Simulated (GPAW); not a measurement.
# S K-edge XANES of CdS (Hawleyite, F-43m)

Aim: the dependence of the S K near-edge features of CdS (Hawleyite, F-43m) on volume.

Method: X-ray absorption from dipole matrix elements to empty bands, plane-wave PAW PBE, in GPAW 26.7.0.

### 1. Starting point

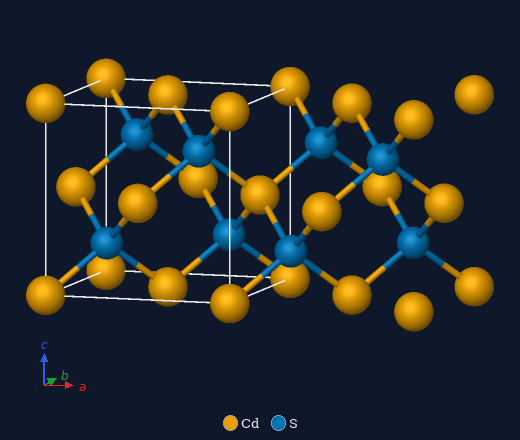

The cell as given, slightly off an axis (cadmium orange, sulfur blue). 2×1×1 cells are drawn. This picture shows the conventional cell, with its axes. Bonds to atoms that aren't drawn are left out. Some periodic images of atoms are drawn too.

As a file:

```
Cd S
1.0
     0.00000    2.91650    2.91650
     2.91650    0.00000    2.91650
     2.91650    2.91650    0.00000
Cd S
1 1
Direct
  0.00000 0.00000 0.00000
  0.75000 0.75000 0.75000
```

### 2. The field without a hole

The ground state comes first: it tells whether the system has a gap, which decides how the excited electron is treated.

Input file scf.py:

```python
import numpy as np
from ase import Atoms
from ase.parallel import parprint, paropen
from gpaw import GPAW, PW, FermiDirac, Mixer, MixerDif, setup_paths
from gpaw.test import gen
setup_paths.insert(0, '.')
gen('S', name='nch1s', xcname='PBE', corehole=(1, 0, 0), write_xml=True)
from gpaw.mpi import world
world.barrier()

atoms = Atoms('CdS',
    cell=[[0, 2.9165, 2.9165],
     [2.9165, 0, 2.9165],
     [2.9165, 2.9165, 0]],
    scaled_positions=[[0, 0, 0],
     [0.75, 0.75, 0.75]],
    pbc=True)
atoms.calc = calc = GPAW(legacy_gpaw=True, mode=PW(430), xc='PBE', setups={1: 'nch1s'},
    kpts={'size': (7, 7, 7), 'gamma': True}, occupations=FermiDirac(0.05),
    charge=0, mixer=Mixer(0.1, 5, 50), maxiter=150,
    convergence={'density': 0.0001}, txt='scf.txt')
energy = atoms.get_potential_energy() + calc.get_reference_energy()
ef = calc.get_fermi_level()
out = dict(energy=energy, fermi=ef, forces=atoms.get_forces().tolist())
parprint(f'all-electron energy {energy:.4f} eV, Fermi level {ef:.4f} eV')
ev = np.array([[calc.get_eigenvalues(k, s) for k in range(len(calc.get_ibz_k_points()))] for s in range(calc.get_number_of_spins())])
out['homo'], out['lumo'], out['counts'] = ev[ev < ef].max(), ev[ev > ef].min(), sorted(set((ev < ef).sum((0, 2)).tolist()))
out['filled'] = (ev[:, 0] < ef).sum(1).tolist()
import json
with paropen('out.json', 'w') as f:
    json.dump(out, f)
```

Run with:

```sh
$ OMP_NUM_THREADS=1 mpirun -n 2 gpaw python scf.py
```

Numbers of over 12 decimals in the logs are rounded to 6 here.

The program printed:

```text
Input parameters:
  convergence: {density: 0.0001}
  kpts: {gamma: True,
         size: (7, 7, 7)}
  maxiter: 150
  mixer: {backend: pulay,
          beta: 0.1,
          method: separate,
          nmaxold: 5,
          weight: 50}
  mode: {ecut: 430.0,
         name: pw}
  occupations: {fixmagmom: False,
                name: fermi-dirac,
                width: 0.05}
  setups: {1: nch1s}
  xc: PBE

Initialize ...

[... PAW data sets ...]

Reference energy: -163030.738536  # eV

Spin-paired calculation

[... convergence settings ...]
Symmetries present (total): 24
  [... symmetry matrices ...]

343 k-points: 7 x 7 x 7 Monkhorst-Pack grid
20 k-points in the irreducible part of the Brillouin zone
       k-points in crystal coordinates                weights
   0:     0.00000000    0.00000000    0.00000000          1/343
   1:     0.14285714    0.14285714    0.00000000          6/343
   2:     0.14285714    0.14285714    0.14285714          8/343
   3:     0.28571429    0.14285714    0.14285714         12/343
   4:     0.28571429    0.28571429    0.00000000          6/343
   5:     0.28571429    0.28571429    0.14285714         24/343
   6:     0.28571429    0.28571429    0.28571429          8/343
   7:     0.42857143   -0.28571429   -0.28571429         12/343
   8:     0.42857143    0.28571429   -0.42857143         48/343
   9:     0.42857143    0.28571429   -0.28571429         24/343
          ...
  19:     0.42857143    0.42857143    0.42857143          8/343

Wave functions: Plane wave expansion
  Cutoff energy: 430.000 eV
  Number of coefficients (min, max): 965, 1014
  Pulay-stress correction: 0.000000 eV/Ang^3 (de/decut=0.000000)
  Using FFTW library
  Wavefunction extrapolation:
    Improved wavefunction reuse through dual PAW basis

Occupation numbers: Fermi-Dirac:
  width: 0.0500  # eV

Eigensolver
   Davidson(niter=2)

Densities:
  Coarse grid: 20*20*20 grid
  Fine grid: 40*40*40 grid
  Total Charge: 0.000000

Density mixing:
  Method: separate
  Backend: pulay
  Linear mixing parameter: 0.1
  old densities: 5
  Width of damping distribution: 1.1
  Damping of long wavelength oscillations: 50

[... Hamiltonian set-up ...]
Number of atoms: 2
Number of atomic orbitals: 13
Number of bands in calculation: 13
Number of valence electrons: 18
Bands to converge: occupied

... initialized

Initializing position-dependent things.

Density initialized from atomic densities
Creating initial wave functions:
  13 bands from LCAO basis set

                     S

       Cd

Atomic positions and initial magnetic moments

Positions:
   0 Cd     0.000000    0.000000    0.000000    ( 0.0000,  0.0000,  0.0000)
   1 S      4.374750    4.374750    4.374750    ( 0.0000,  0.0000,  0.0000)

Unit cell:
           periodic     x           y           z      points  spacing
  1. axis:    yes    0.000000    2.916500    2.916500    20     0.1684
  2. axis:    yes    2.916500    0.000000    2.916500    20     0.1684
  3. axis:    yes    2.916500    2.916500    0.000000    20     0.1684

  Lengths:   4.124554   4.124554   4.124554
  Angles:   60.000000  60.000000  60.000000

Effective grid spacing dv^(1/3) = 0.1837

iter:   1    -6.772281
iter:   2    -6.565564   -1.89  -1.12
iter:   3    -6.273634   -1.40  -1.20
iter:   4    -6.270653   -3.39  -1.59
iter:   5    -6.275523c  -2.90  -1.61
iter:   6    -6.268820c  -3.70  -2.35
iter:   7    -6.266512   -3.33  -2.64
iter:   8    -6.266561c  -4.67  -3.16
iter:   9    -6.266594c  -4.59  -3.16
iter:  10    -6.266540c  -5.33  -3.51
iter:  11    -6.266540c  -6.87  -4.30c
iter:  12    -6.266541c  -7.51c -4.32c

Converged after 12 iterations.

Dipole moment: (2.635202, 2.635202, 2.635202) |e|*Ang

Energy contributions relative to reference atoms: (reference = -163030.738536)

Kinetic:        +19.458680
Potential:      -17.544129
External:        +0.000000
XC:              -8.343879
Entropy (-ST):   -0.000000
Local:           +0.162787
SIC:             +0.000000
--------------------------
Free energy:     -6.266541
Extrapolated:    -6.266541

Showing only first 2 kpts
 Kpt  Band  Eigenvalues  Occupancy
  0     7      3.60319    1.99999
  0     8      3.60319    1.99999
  0     9      4.72891    0.00005
  0    10     10.09311    0.00000

  1     7      3.18526    2.00000
  1     8      3.18526    2.00000
  1     9      6.07521    0.00000
  1    10      9.27246    0.00000

Fermi level: 4.19930

Gap: 1.126 eV
Transition (v -> c):
  (s=0, k=0, n=8, [0.00, 0.00, 0.00]) -> (s=0, k=0, n=9, [0.00, 0.00, 0.00])
No difference between direct/indirect transitions

Forces in eV/Ang:
  0 Cd   -0.00000    0.00000   -0.00000
  1 S    -0.00000   -0.00000   -0.00000
Scalar-relativistic atomic PBE calculation for S (Sulfur, Z=16)
Core hole in 1s state (1s occupation: 2.0)
450 radial gridpoints.
|------------------------------------------------|
|------------------------------------------------|
[... the atom generator's iteration count ...]

Energy contributions:
-------------------------
Kinetic:     +400.475044
XC:           -25.464799
Potential:   -774.020431
-------------------------
Total:       -399.010186

state      eigenvalue         ekin         rmax
-----------------------------------------------
1s^2.0 :   -88.400017   122.217219        0.063
2s^2.0 :    -7.779192    18.562705        0.388
2p^6.0 :    -5.751522    17.633089        0.326
3s^2.0 :    -0.634076     2.729428        1.412
3p^4.0 :    -0.257545     1.914451        1.605
-----------------------------------------------
(units: Bohr and Hartree)

Generating PAW setup
Kinetic energy of the core from tauc = 388.45302198035
Cutoffs:
rc(s)=1.840
rc(p)=1.850
rc(d)=1.700
rc(vbar)=1.720
rc(comp)=1.430
rc(nct)=1.850

Kinetic energy of the core states: 387.358382
Charge: 0.0
Core electrons: 10.0
Valence electrons: 6.0
Pseudo-core charge: 0.058697
Shape function alpha=4.890
Pseudo-electron charge 6.443685
state    eigenvalue         norm
--------------------------------
3s(2) :    -0.634076     1.192540
*s    :     0.365924
3p(4) :    -0.257545     0.999977
*p    :     0.742455
*d    :     0.000000
--------------------------------

Diagonalizing with gridspacing h=0.050

state   all-electron     PAW
-------------------------------
3s:      -0.634076    -0.634693
3p:      -0.257545    -0.257957
*d:                    0.042231
*f:                    0.074234
-------------------------------
all-electron energy -163037.0051 eV, Fermi level 4.1993 eV
```

The job ended after 4.8 s (2 MPI ranks of Arm Neoverse V1, shared host; peak memory 0.16 GiB; 9.5 s of CPU time).

The mesh shows a gap of 1.13 eV, so the hole is first treated in a charged cell, without the excited electron.

### 3. Supercell without a hole, the energy reference

The photon energy needs a difference of total energies, so the cell and mesh of the coming hole run are first run without a hole.

Changes to scf.py since step 2:

```diff
@@ -10,11 +10,17 @@
 
-atoms = Atoms('CdS',
-    cell=[[0, 2.9165, 2.9165],
-     [2.9165, 0, 2.9165],
-     [2.9165, 2.9165, 0]],
+atoms = Atoms('Cd4S4',
+    cell=[[0, -5.833, 0],
+     [-5.833, 0, 0],
+     [0, 0, -5.833]],
     scaled_positions=[[0, 0, 0],
-     [0.75, 0.75, 0.75]],
+     [0.5, 0, 0.5],
+     [0, 0.5, 0.5],
+     [0.5, 0.5, 0],
+     [0.25, 0.25, 0.25],
+     [0.75, 0.25, 0.75],
+     [0.25, 0.75, 0.75],
+     [0.75, 0.75, 0.25]],
     pbc=True)
-atoms.calc = calc = GPAW(legacy_gpaw=True, mode=PW(430), xc='PBE', setups={1: 'nch1s'},
-    kpts={'size': (7, 7, 7), 'gamma': True}, occupations=FermiDirac(0.05),
+atoms.calc = calc = GPAW(legacy_gpaw=True, mode=PW(430), xc='PBE', setups={4: 'nch1s'},
+    kpts={'size': (3, 3, 3), 'gamma': True}, occupations=FermiDirac(0.02),
     charge=0, mixer=Mixer(0.1, 5, 50), maxiter=150,
```

The program printed:

```text
Input parameters:
  convergence: {density: 0.0001}
  kpts: {gamma: True,
         size: (3, 3, 3)}
  maxiter: 150
  mixer: {backend: pulay,
          beta: 0.1,
          method: separate,
          nmaxold: 5,
          weight: 50}
  mode: {ecut: 430.0,
         name: pw}
  occupations: {fixmagmom: False,
                name: fermi-dirac,
                width: 0.02}
  setups: {4: nch1s}
  xc: PBE

Initialize ...

[...]
3s(2) :    -0.634076     1.192540
*s    :     0.365924
3p(4) :    -0.257545     0.999977
*p    :     0.742455
*d    :     0.000000
--------------------------------

Diagonalizing with gridspacing h=0.050

state   all-electron     PAW
-------------------------------
3s:      -0.634076    -0.634693
3p:      -0.257545    -0.257957
*d:                    0.042231
*f:                    0.074234
-------------------------------
all-electron energy -652148.0127 eV, Fermi level 4.0416 eV
[key lines of the parts left out:]
Converged after 12 iterations.
Dipole moment: (0.000027, 0.000027, 0.000027) |e|*Ang
Free energy:    -25.059496
Fermi level: 4.04162
```

Run time: 14 s. Hardware: 2 MPI ranks; peak memory 0.22 GiB; 29 s of CPU time.

Reference energy: -652148.013 eV with the cores included.

(Part 1 of 3 ends here.)

[Banner, clock and machine lines of the logs are left out without a mark of their own.]

[Logs are printed without paths, hosts, clocks, repeated set-up lines and the standing remarks that a program may print on its own settings, such as how far it seeks lower states.]

[Hosts, paths, dates, database ids (printed as entryN), source tags and the programs' standing remarks are cut or masked in the printed files.]

[Lists of maxima count a maximum above −3 eV only where it reaches 4 % of the highest in the window and stands out from its surroundings by 2 % of it (1.5 % where it reaches 55 %); shoulders and weaker maxima are passed over, and of the rest the first, up to two pre-edge ones and the few strongest are named.]
